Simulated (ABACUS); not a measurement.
Consider HgTe.

The calculation's input:

```
INPUT_PARAMETERS
suffix              HgTe
calculation         scf
basis_type          pw
pseudo_dir          ./
symmetry            1
dft_functional      pbesol
ecutwfc             83
pseudo_rcut         7
nspin               1
nbands              22
ks_solver           dav
smearing_method     fd
smearing_sigma      0.00367493
scf_thr             1e-08
scf_nmax            100
mixing_type         broyden
mixing_beta         0.7
cal_force           1
cal_stress          1
out_chg             1
out_pot             2
out_elf             1
```

Launched as:

```sh
OMP_NUM_THREADS=1 mpirun -np 4 abacus > log
```

Below, planes, directions and counts refer to the conventional cell (a = 6.43 Å, b = 6.43 Å, c = 6.43 Å, α = 90.00°, β = 90.00°, γ = 90.00°).

Space group F-43m.

Method: ABACUS 3.10.1, Kohn-Sham DFT of a periodic cell, PBEsol, PseudoDojo NC SR 0.4.1 PBEsol standard.

Question: What can the converged valence pseudo-density and electron localisation function tell about the bonding?

Answer: Hg–Te (2.78 Å): ρ at the midpoint is about 0.39 e/Å³; the ELF is about 0.40 at the midpoint and 0.25 at its lowest between the atoms (no localised pair shows between them).

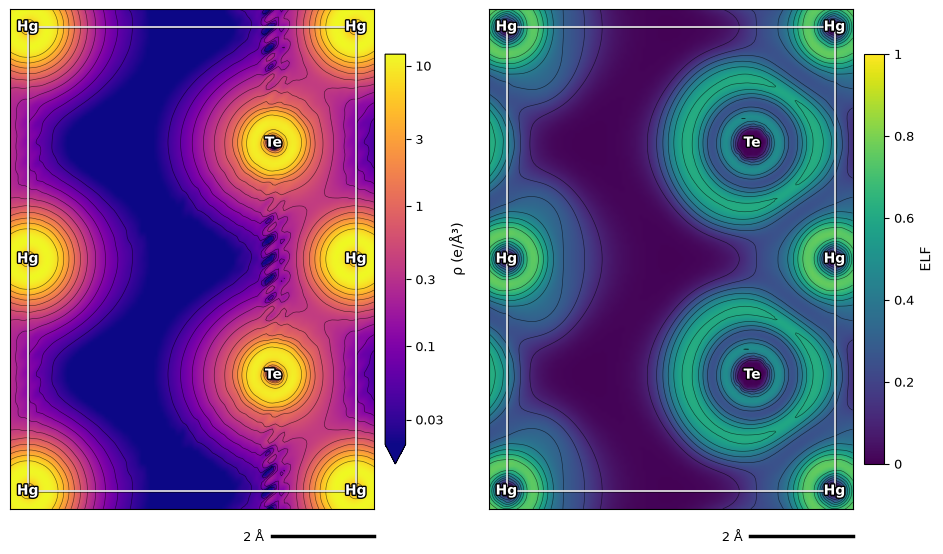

Computed valence pseudo-density and electron localisation function on the (110) plane of the conventional cell, in this order. 

Core electrons are replaced by pseudopotentials, and the valence fields are smoothed inside the atomic spheres.
